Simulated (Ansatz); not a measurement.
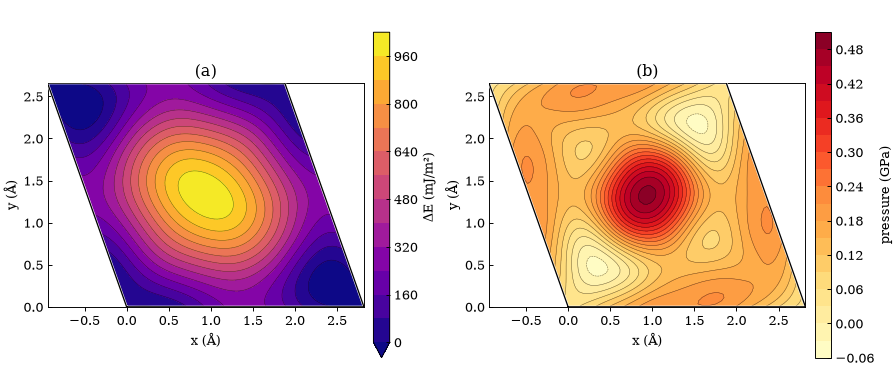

Ti (Im-3m, No. 229; 4 atoms in the cell). Gamma surface: rigid slide across a plane, one fault a cell; the plane is (0 1 1) of the conventional cell. Places are given modulo a cell vector. The map is drawn in real space over the plane of the slide. Nothing is relaxed (rigid halves, spacing across the cut fixed). The scan uses a 6 × 6 grid; 13 points were computed and 23 follow by symmetry. All energies are given in mJ/m² relative to the lowest grid point. Computed with Ansatz 0.2.0, DFT PBE, scalar-relativistic, plane waves, PAW. Settings: cutoff 520 eV, k-mesh 16×16×5 in the order of the run's cell vectors, gaussian smearing 0.15 eV, no spin polarisation.

Panel (a) is the energy and panel (b) the computed pressure on the same grid.

Drawn: filled contours, the outline of one cell of the plane. Between grid points the surface is interpolated.

**How does the pressure vary over the map, and what is it at the lowest grid point?**

It runs from −0.04 GPa at (1/6, 1/6) of the cell vectors to 0.49 GPa at (3/6, 3/6) of the cell vectors. At the lowest grid point, (0/6, 0/6) of the cell vectors, it is 0.05 GPa.

```
slide along a2 ↓, slide along a1 →   0/6    1/6   2/6   3/6   4/6    5/6
                               5/6  0.12   0.17  0.15  0.13  0.04  −0.04
                               4/6  0.20   0.15  0.11  0.30  0.24   0.04
                               3/6  0.21   0.13  0.30  0.49  0.30   0.13
                               2/6  0.20   0.04  0.24  0.30  0.11   0.15
                               1/6  0.12  −0.04  0.04  0.13  0.15   0.17
                               0/6  0.05   0.12  0.20  0.21  0.20   0.12
```

PAW datasets: the set soft_1.
